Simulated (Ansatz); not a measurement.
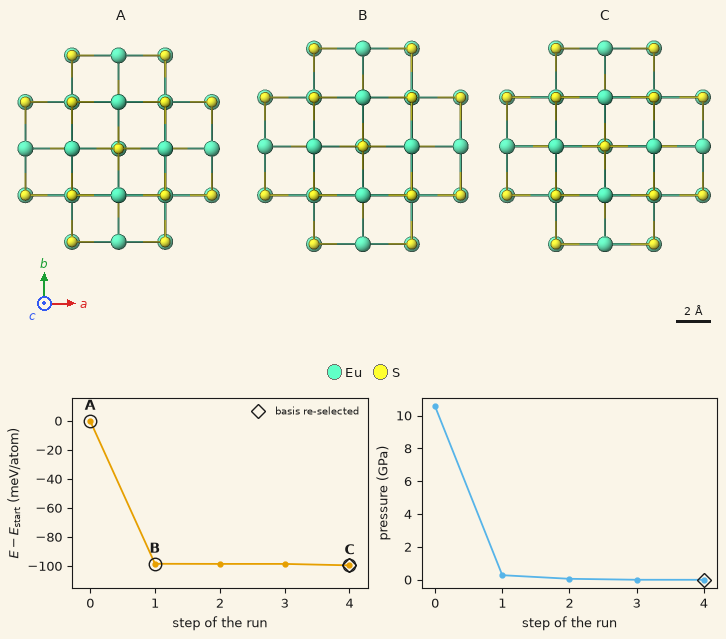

Frames of a relaxation of solid EuS (a generated structure, set up in Fm-3m), marked on the history of the run. A ball-and-stick model of the conventional cell (4 times the calculation's cell), seen along the c axis. Lengths and directions refer to the drawn axes.

Case: cell and atoms relaxed from a first guess.

Level of theory: Ansatz, DFT, PBE, PAW with Ansatz's default frozen-core files, scalar-relativistic. Settings: plane-wave cutoff 420 eV; k-point mesh 10 × 10 × 10; occupations fermi dirac; smearing width 0.08 eV; collinear spin; cell and atoms relaxed; force threshold 0.005 eV/Å; at most 80 steps.

**Describe the path.**

No atom moves by more than 0.005 Å relative to the cell. The drawn cell changes as follows: a = b = c 5.567 → 5.848 Å (+5.1 %); the volume changes by +16.0 %. Near-neighbour distances that change, for instance: Eu–S 2.783 → 2.924 Å. The space group stays Fm-3m (No. 225). Over 3 accepted moves (4 points after the start) the energy falls by 99.5 meV per atom. All forces vanish by symmetry, so only the cell relaxes. The pressure goes from 10.56 to 0.00 GPa. The SCF was repeated once at an unchanged geometry on a basis and grid sized afresh for the cell, which shifted the energy by 1.0 meV per atom at most. From step 0 to 1: volume +15.3 %, energy −98.4 meV per atom. From step 1 to 4: volume +0.5 %, energy −1.1 meV per atom.

| step | E − E(0), meV/atom | pressure, GPa | volume, Å³/atom | note |
| --- | --- | --- | --- | --- |
| 0 | 0.00 | 10.56 | 21.563 |  |
| 1 | -98.45 | 0.28 | 24.873 |  |
| 2 | -98.53 | 0.06 | 24.977 |  |
| 3 | -98.53 | 0.00 | 25.005 |  |
| 4 | -99.52 | 0.00 | 25.005 | same geometry, new basis |
